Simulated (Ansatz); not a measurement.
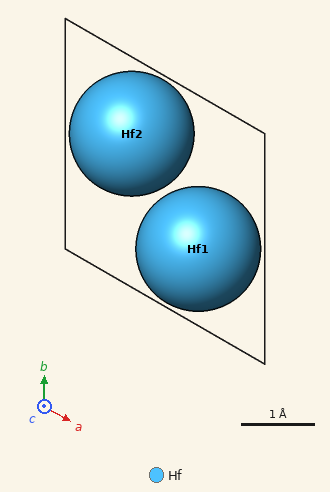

**Figure 1.** The input geometry of the first run (spheres-only view of the cell of the calculation, along the c axis; atoms are numbered from 1 in the order of the input). An atom can appear more than once, as a periodic image.

## Hf: one change and its effect

System: Hf (P6₃/mmc, 2 atoms in the cell).
Method of the first run: Kohn-Sham DFT of a periodic cell, PBE, Ansatz PAW, no spin polarisation (Ansatz 0.2.0).

The structure derives from an entry of the Crystallography Open Database. Text and figures count atoms from 1; the logs count them from 0 in places.

### The input, the first run
```yaml
crystal:
  lattice:
    - [3.1967, 0.0, 0.0]
    - [-1.59835, 2.7684234083, 0.0]
    - [0.0, 0.0, 4.956644]
  atoms:
    - { symbol: Hf, position: [0.6666666667, 0.3333333333, 0.75] }
    - { symbol: Hf, position: [0.3333333333, 0.6666666667, 0.25] }
hamiltonian:
  xc: pbe
  pseudopotentials: { kind: paw }
kpoints:
  mp_grid: { grid: [8, 8, 5] }
scf:
  occupations: { method: fermi_dirac, width: 0.05 }
output:
  forces: true
  stress: true
  eigenvalues: true
```

Command:
```bash
ansatz run input.yaml --threads 2 --pin off --max-ram 5632MiB --backend cpu --events-out ev --progress --plain --runs-dir out
```

Hardware: 2 threads of Intel Xeon (Sapphire Rapids), 16 GiB of memory available, shared host.

### Output, shortened to warnings, some set-up lines, iterations and results (the first run)
```
Basis set: ecut = 420 eV, 881 PW (Γ), exchange–correlation on 48×48×72 points (8 copies of the dense FFT grid, shifted against one another)
Symmetry: 24 space group operations
k-points: 30 of 320
Initial density: superposition of atomic densities (neutral atoms: chi_scale 0, normalization atom), corrected by the library's trained network
[...]
SCF iter   1: F=—  HF=-31442.718565 eV  |F-HF|=—  |Δ(HF+E_count)|=         —  Δρ=3.37e-3  dr2=2.88e-3  ethr=1.77e-3  ⟨swp⟩=5.0  Hψ=3203  notcnv=0
SCF iter   2: F=—  HF=-31442.718625 eV  |F-HF|=—  |Δ(HF+E_count)|=   5.95e-5  Δρ=2.13e-3  dr2=1.24e-3  ethr=5.53e-6  ⟨swp⟩=2.1  Hψ=1436  notcnv=0
SCF iter   3: F=—  HF=-31442.718771 eV  |F-HF|=—  |Δ(HF+E_count)|=   1.46e-4  Δρ=4.07e-4  dr2=7.02e-5  ethr=2.39e-6  ⟨swp⟩=2.3  Hψ=1570  notcnv=0
SCF iter   4: F=—  HF=-31442.718701 eV  |F-HF|=—  |Δ(HF+E_count)|=   7.00e-5  Δρ=2.38e-4  dr2=1.31e-5  ethr=1.35e-7  ⟨swp⟩=2.1  Hψ=1743  notcnv=0
SCF iter   5: F=—  HF=-31442.718712 eV  |F-HF|=—  |Δ(HF+E_count)|=   1.06e-5  Δρ=4.58e-5  dr2=4.19e-7  ethr=2.52e-8  ⟨swp⟩=2.1  Hψ=1709  notcnv=0
SCF iter   6: F=-31442.718712 eV  HF=-31442.718712 eV  |F-HF|=1.63e-8  |Δ(HF+E_count)|=   4.07e-7  Δρ=1.57e-5  dr2=6.77e-8  ethr=1.92e-10  ⟨swp⟩=6.8  Hψ=4724  notcnv=0
SCF 1 converged in 6 iterations: F = -31442.718712 eV  dr2 = 6.77e-8
SCF converged after 6 iterations
Free energy (F): -31442.718712 eV
Harris-Foulkes:  -31442.718712 eV  (|F-HF|=1.63e-8)
Internal energy: -31442.708014 eV  (E = F + TS)
E sigma→0 (E₀):  -31442.713363 eV
Entropy (-TS):   -0.010698 eV (-5.349 meV/atom)
Fermi energy:    20.411613 eV
--- Per-component energies (eV) ---
  E_band       = 96.735848
  E_kinetic    = 850.104885
  E_local      = -10040.665899  (includes V_loc(G=0)·N_el)
  E_nonlocal   = -2488.455065
  E_hartree    = 4733.230437
  E_xc         = -600.968334
  E_vxc        = -533.359649  (∫ρ·V_xc dr)
  E_paw        = -13856.123670  (= ΣΔE_a)
  E_vpaw       = 2842.676690  (= ΣTr[D̂ρ^β])
  E_aug_tail   = -0.000003  (compensation charges beyond the density's cutoff)
  E_ewald      = -10039.830367
  E_smearing   = -0.010698  (= −TS)
  E_closure    = 0.000000  (closes the sum)
  Σ components = -31442.718712   (vs F -31442.718712, Δ=0.00e0)
--- Forces (eV/Å), atoms counted from 1 ---
  atom   1  Hf     0.00000000     0.00000000     0.00000000
  atom   2  Hf     0.00000000    -0.00000000    -0.00000000
  max |Σ_I F_I| component: 5.55e-17 eV/Å
--- Stress (GPa, compression-positive) ---
        2.365916      -0.000000      -0.000000
       -0.000000       2.365916      -0.000000
       -0.000000      -0.000000       5.252041
  P = ⅓ Tr σ = 3.3280 GPa (33.280 kbar)
```

The second run used a changed input.

### The two runs side by side

| quantity | the first run | the second run |
| --- | --- | --- |
| outcome | converged | converged |
| free energy per atom (eV) | −15721.3594 | −15721.3673 |
| energy per atom, smearing taken to zero (eV) | −15721.3567 | −15721.3651 |
| gap on the mesh (eV) | 0.00 | 0.00 |
| pressure (GPa) | 3.33 | −0.26 |
| volume per atom (Å³) | 21.93 | 22.60 |
| largest force (eV/Å) | 0.000 | 0.000 |
| SCF iterations | 6 | 6 |
| irreducible k-points | 30 | 30 |
| plane waves at Γ | 881 | 905 |
| wall time (shared host) | 1.8 s | 1.8 s |

Which change of the input explains these differences?

The change (lines with − go, lines with + come):
```diff
-    - [0.0, 0.0, 4.956644]
+    - [0.0, 0.0, 5.108378]
```

With the same functional and potentials, the second run lies 7.9 meV per atom lower. The pressure goes from 3.33 to −0.26 GPa. The volume per atom goes from 21.93 to 22.60 Å³. The number of SCF iterations is the same. The plane waves at Γ go from 881 to 905.

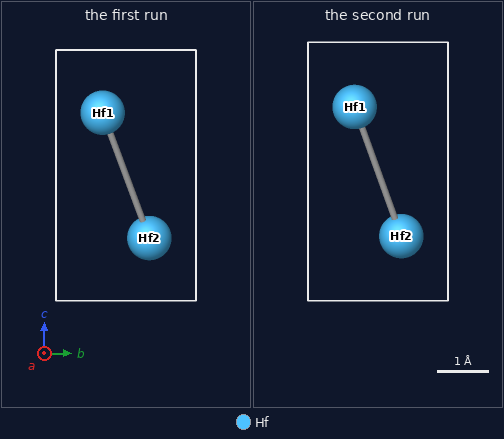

**Figure 2.** The two input geometries at one scale (ball-and-stick view of the cell of the calculation, along the a axis). The atoms keep their places relative to the cell (all moves are under 0.005 Å). The volume changes by +3.1 %, with a = b stay at 3.197 Å, c 4.957 → 5.108 Å (+3.1 %). Among the contacts that change: Hf1–Hf2 3.090 → 3.151 Å.

### Output, shortened to warnings, some set-up lines, iterations and results (the second run)
```
Basis set: ecut = 420 eV, 905 PW (Γ), exchange–correlation on 48×48×72 points (8 copies of the dense FFT grid, shifted against one another)
Symmetry: 24 space group operations
k-points: 30 of 320
Initial density: superposition of atomic densities (neutral atoms: chi_scale 0, normalization atom), corrected by the library's trained network
[...]
SCF iter   1: F=—  HF=-31442.734232 eV  |F-HF|=—  |Δ(HF+E_count)|=         —  Δρ=3.30e-3  dr2=2.98e-3  ethr=1.77e-3  ⟨swp⟩=4.5  Hψ=3181  notcnv=0
SCF iter   2: F=—  HF=-31442.734426 eV  |F-HF|=—  |Δ(HF+E_count)|=   1.94e-4  Δρ=2.09e-3  dr2=1.32e-3  ethr=5.74e-6  ⟨swp⟩=2.1  Hψ=1367  notcnv=0
SCF iter   3: F=—  HF=-31442.734510 eV  |F-HF|=—  |Δ(HF+E_count)|=   8.34e-5  Δρ=3.44e-4  dr2=4.77e-5  ethr=2.54e-6  ⟨swp⟩=3.0  Hψ=1725  notcnv=0
SCF iter   4: F=—  HF=-31442.734508 eV  |F-HF|=—  |Δ(HF+E_count)|=   1.32e-6  Δρ=1.88e-4  dr2=9.75e-6  ethr=9.18e-8  ⟨swp⟩=2.0  Hψ=1741  notcnv=0
SCF iter   5: F=—  HF=-31442.734505 eV  |F-HF|=—  |Δ(HF+E_count)|=   3.43e-6  Δρ=5.87e-5  dr2=9.80e-7  ethr=1.87e-8  ⟨swp⟩=2.0  Hψ=1494  notcnv=0
SCF iter   6: F=-31442.734505 eV  HF=-31442.734505 eV  |F-HF|=4.91e-9  |Δ(HF+E_count)|=   3.20e-7  Δρ=1.41e-5  dr2=6.95e-8  ethr=1.92e-10  ⟨swp⟩=4.6  Hψ=4949  notcnv=0
SCF 1 converged in 6 iterations: F = -31442.734505 eV  dr2 = 6.95e-8
SCF converged after 6 iterations
Free energy (F): -31442.734505 eV
Harris-Foulkes:  -31442.734505 eV  (|F-HF|=4.91e-9)
Internal energy: -31442.725763 eV  (E = F + TS)
E sigma→0 (E₀):  -31442.730134 eV
Entropy (-TS):   -0.008742 eV (-4.371 meV/atom)
Fermi energy:    19.695429 eV
--- Per-component energies (eV) ---
  E_band       = 59.669081
  E_kinetic    = 847.622425
  E_local      = -10196.066302  (includes V_loc(G=0)·N_el)
  E_nonlocal   = -2488.769283
  E_hartree    = 4792.431710
  E_xc         = -600.032215
  E_vxc        = -532.123503  (∫ρ·V_xc dr)
  E_paw        = -13855.472077  (= ΣΔE_a)
  E_vpaw       = 2844.160596  (= ΣTr[D̂ρ^β])
  E_aug_tail   = -0.000002  (compensation charges beyond the density's cutoff)
  E_ewald      = -9942.440019
  E_smearing   = -0.008742  (= −TS)
  E_closure    = 0.000000  (closes the sum)
  Σ components = -31442.734505   (vs F -31442.734505, Δ=0.00e0)
--- Forces (eV/Å), atoms counted from 1 ---
  atom   1  Hf     0.00000000    -0.00000000     0.00000000
  atom   2  Hf     0.00000000     0.00000000     0.00000000
  max |Σ_I F_I| component: 5.55e-17 eV/Å
--- Stress (GPa, compression-positive) ---
        0.208664      -0.000000       0.000000
        0.000000       0.208664       0.000000
        0.000000       0.000000      -1.186831
  P = ⅓ Tr σ = -0.2565 GPa (-2.565 kbar)
```

For both runs: Spin–orbit coupling is left out, which matters for Hf.
